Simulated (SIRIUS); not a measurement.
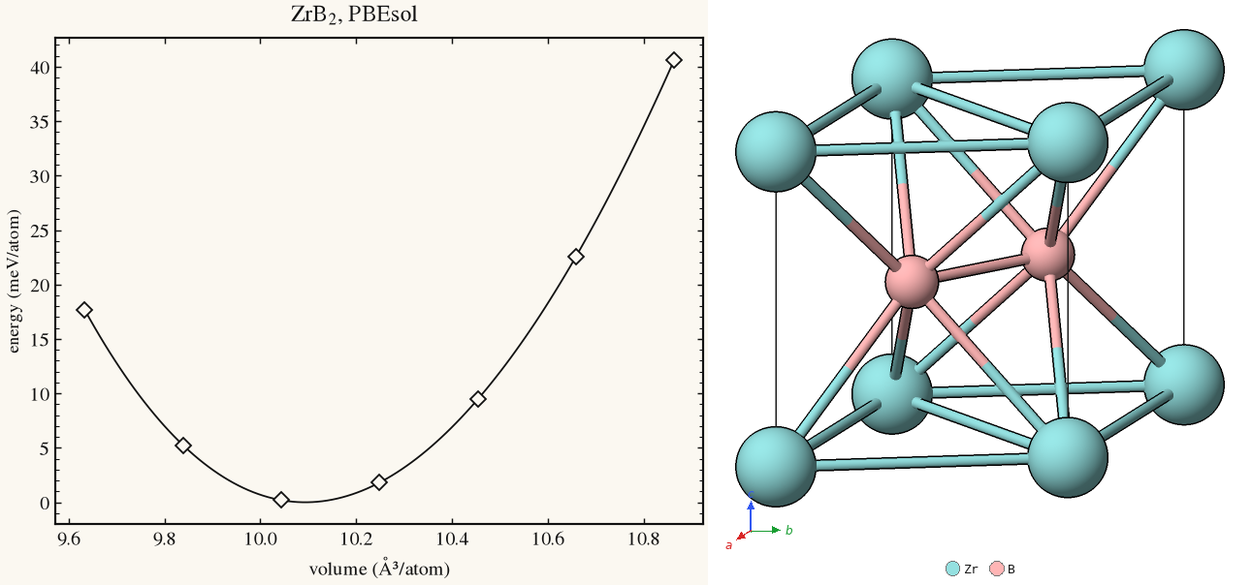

**Figure.** Energy against volume for ZrB₂, space group P6/mmm (No. 191). The conventional cell is drawn beside the plot.

A third-order Birch–Murnaghan fit gives V0 = 10.09 Å³/atom, B0 = 250 GPa and B′ = 3.9. The energy is 17.65 meV/atom at volume 9.63 Å³/atom and 40.60 meV/atom at 10.86 Å³/atom; the lowest computed point is at volume 10.04 Å³/atom (0.20 meV/atom), in a single well.

Calculation (SIRIUS 7.10.0): plane-wave DFT, no spin polarisation; energies at scaled volumes of the given cell, shape and fractions fixed, counted from the fit's minimum, third-order Birch-Murnaghan fit. Level: PBEsol.

```
       setting                          value
        k mesh                        10×10×8
   occupations                    Fermi–Dirac
smearing width                        0.05 eV
    potentials  dojo sr pbesol 0.4.1 standard
   wave cutoff                        1054 eV
density cutoff                        4214 eV
```

Cell as given: a = 3.170 Å, b = 3.170 Å, c = 3.533 Å, α = 90.00°, β = 90.00°, γ = 120.00°; 3 atoms.

Note: shape and atomic fractions are frozen while scaling, which makes layered, chain and framework solids too stiff.
